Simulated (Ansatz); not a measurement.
# Calculations on SiNi$_{3}$

**1. Relaxation**

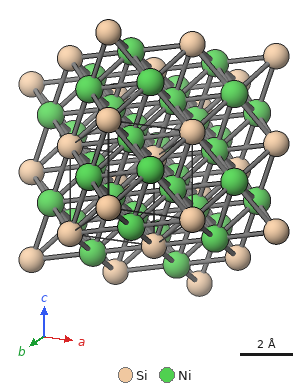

Starting structure of a crystal of SiNi₃ (set up in Pm-3m). Style: ball-and-stick. Shown: the cell of the calculation, repeated 2 × 2 × 2 with one cell outlined, from a free direction.

These are results of DFT PBE, scalar-relativistic, plane waves, PAW in Ansatz 0.2.0, not measurements.

Input file:
```yaml
crystal:
  lattice:
    - [3.5511, 0.0, 0.0]
    - [0.0, 3.5511, 0.0]
    - [0.0, 0.0, 3.5511]
  atoms:
    - { symbol: Si, position: [0.0, 0.0, 0.0] }
    - { symbol: Ni, position: [0.0, 0.5, 0.5] }
    - { symbol: Ni, position: [0.5, 0.0, 0.5] }
    - { symbol: Ni, position: [0.5, 0.5, 0.0] }
basis:
  ecutwfc: 420
kpoints:
  mp_grid: { grid: [12, 12, 12] }
hamiltonian:
  xc: pbe
scf:
  occupations: { method: gaussian, width: 0.1 }
output:
  forces: true
  stress: true
  eigenvalues: true
relax:
  adjacent_minimum: "off"
  f_tol: 0.005
  max_steps: 80
  cell: { stress_tol: 0.05 }
```

Launched with:
```bash
ansatz run input.yaml --threads 1 --pin off --max-ram 2560MiB --backend cpu --events-out ev --progress --plain --runs-dir out
```

What does the optimiser find from here?

Over 3 accepted moves (4 points after the start) the energy falls by 40.2 meV per cell of the calculation. All forces vanish by symmetry, so only the cell relaxes. Pressure: −7.43 GPa at the start and 0.01 GPa at the end. The SCF was repeated once at an unchanged geometry on a basis and grid sized afresh for the cell, which shifted the energy by 0.6 meV per cell of the calculation at most. The atoms keep their places relative to the cell (all moves are under 0.005 Å). The drawn cell changes as follows: a = b = c 3.551 → 3.506 Å (−1.3 %); the volume changes by −3.7 %. Some distances before and after: Si1–Ni2 2.511 → 2.479 Å, Ni2–Ni3 2.511 → 2.479 Å. The space group stays Pm-3m (No. 221). The run took 37 s on 1 thread of Intel(R) Xeon(R) Platinum 8259CL CPU @ 2.50GHz (Skylake/Cascade Lake), on a shared host, peak memory 0.45 GiB.

After the run, drawn alike:

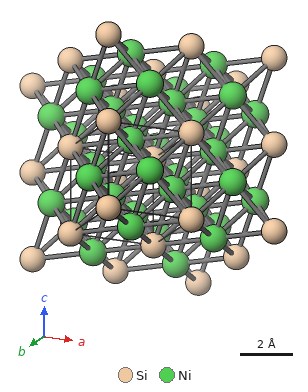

**2. Scan**

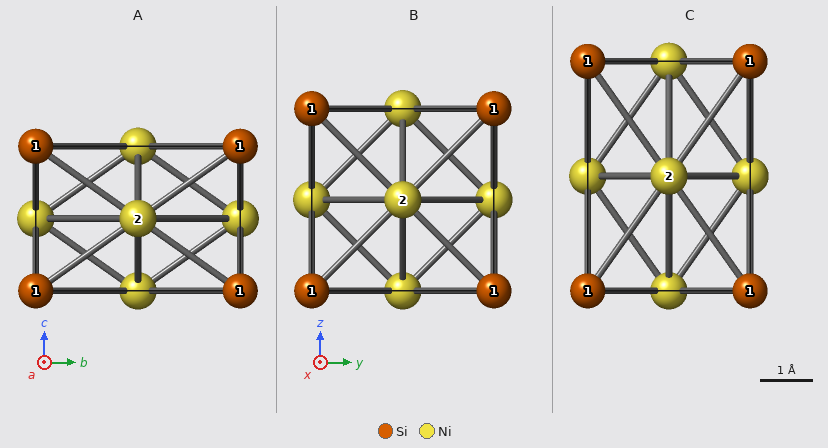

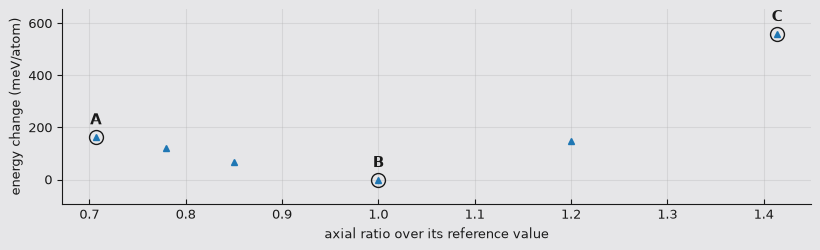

Energy scan for solid SiNi$_{3}$ (Pm-3m), in which the ratio of the cell's length along z to its lengths across, counted as 1 for the reference, is changed at fixed volume (a tetragonal or Bain path), with the atoms kept at their fractional coordinates. x, y and z are the Cartesian axes of the input. The lettered frames are marked on the plot. The picture is a ball-and-stick view of the cell of the calculation, seen along the a axis.

Level of theory: DFT PBE, scalar-relativistic, plane waves, PAW in Ansatz. (plane-wave cutoff 420 eV; k-point mesh 16 × 16 × 16; occupations gaussian; smearing width 0.15 eV; no spin polarisation). Energies (free energies at the smearing named) are counted from the relaxed crystal.

> Read off the main features of the energy profile.

The lowest computed point lies at the relative ratio 1.00 (0 meV/atom). The distortion takes the space group from Pm-3m to P4/mmm. At the relative ratio 1.414 the cell of the drawing goes a 3.506 → 3.124 Å, b 3.506 → 3.124 Å, c 3.506 → 4.417 Å.

The computed points:

```tsv
axial ratio over its reference value	energy change (meV/atom)
0.707	164
0.780	123
0.850	68
1.000	0
1.200	147
1.414	560
```

**3. Scan**

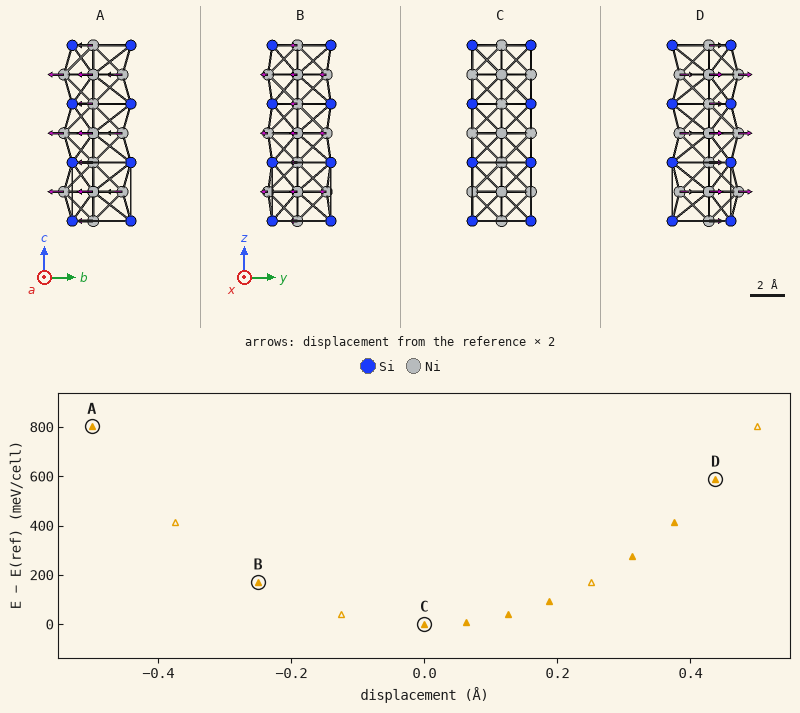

A scan of solid SiNi3 (Pm-3m): the whole Ni sublattice is shifted rigidly, along Cartesian [0 1 0], all else fixed. The lettered frames are marked on the plot. Hollow markers are points alike by symmetry, not computed again. The picture is a ball-and-stick view of the cell of the calculation, repeated 1 × 1 × 3 with one cell outlined, seen along the a axis. Purple arrows: displacements from the reference.

These are results of DFT PBE, scalar-relativistic, plane waves, PAW (Ansatz 0.2.0), not measurements. (plane-wave cutoff 420 eV; k-point mesh 14 × 14 × 14; occupations gaussian; smearing width 0.15 eV; no spin polarisation). Energies (free energies at the smearing named) are counted from the relaxed crystal.

What does the scan show?

Answer. The lowest computed point lies at the displacement 0.00 Å (0 meV/cell). The end points stand at 802 meV/cell (−0.50 Å) and 802 meV/cell (0.50 Å). The curvature at zero is about 5.2 eV/Å² per cell. The well is symmetric. At the highest point the shortest interatomic distance is 2.15 Å, against 2.48 Å in the reference. The distortion takes the space group from Pm-3m to P4mm.

The computed points:

```tsv
displacement (Å)	E − E(ref) (meV/cell)
−0.5000	802
−0.3750	415
−0.2500	171
−0.1250	41
0.0000	0
0.0625	10
0.1250	41
0.1875	94
0.2500	171
0.3125	277
0.3750	415
0.4375	588
0.5000	802
```

Points that are alike by symmetry were computed once.
